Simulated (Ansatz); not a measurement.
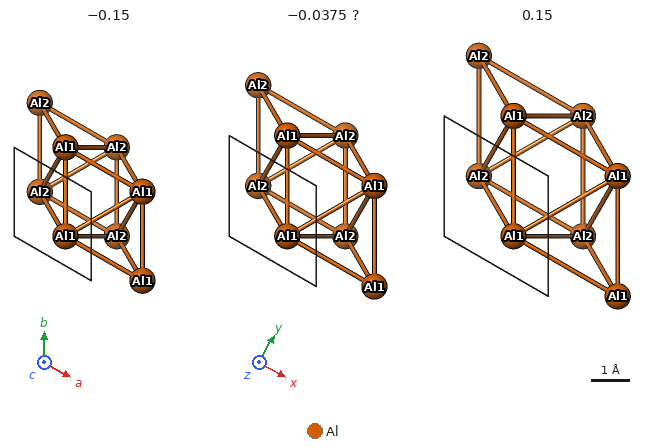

Energy scan for solid Al (P6_3/mmc), in which the cell is strained equally along x and y, with the atoms kept at their fractional coordinates. x, y and z are the Cartesian axes of the input. A ball-and-stick model of the cell of the calculation, repeated 2 × 2 × 1 with one cell outlined, seen along the c axis.

Level of theory: Ansatz 0.2.0, DFT PBEsol, scalar-relativistic, plane waves, PAW. (plane-wave cutoff 420 eV; k-point mesh 21 × 21 × 10; occupations gaussian; smearing width 0.15 eV; no spin polarisation). Energies (free energies at the smearing named) are counted from the cell as listed in its source, which wasn't relaxed.

| strain | E − E(ref) (meV/atom) |
| --- | --- |
| −0.1500 | 803 |
| −0.1125 | 382 |
| −0.0750 | 143 |
| −0.0375 | ? |
| 0.0000 | 0 |
| 0.0375 | 28 |
| 0.0750 | 90 |
| 0.1125 | 177 |
| 0.1312 | 227 |
| 0.1500 | 280 |

Q: One row is withheld. What is its energy?

A: A straight line between the two neighbours gives 72 meV/atom. A cubic through the four nearest rows (−0.1125, −0.0750, 0.0000, 0.0375) gives, with Lagrange weights, (−0.1667)(382) + (0.6667)(143) + (0.6667)(0) + (−0.1667)(28) = 27 meV/atom. The calculation gives 28 meV/atom, so the cubic is 1 meV/atom too low and the straight line 44 meV/atom too high, as the curve bends upwards here.

The whole profile:

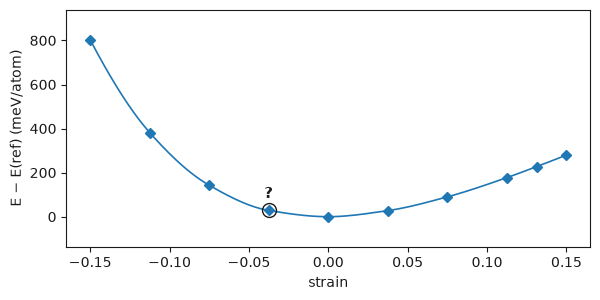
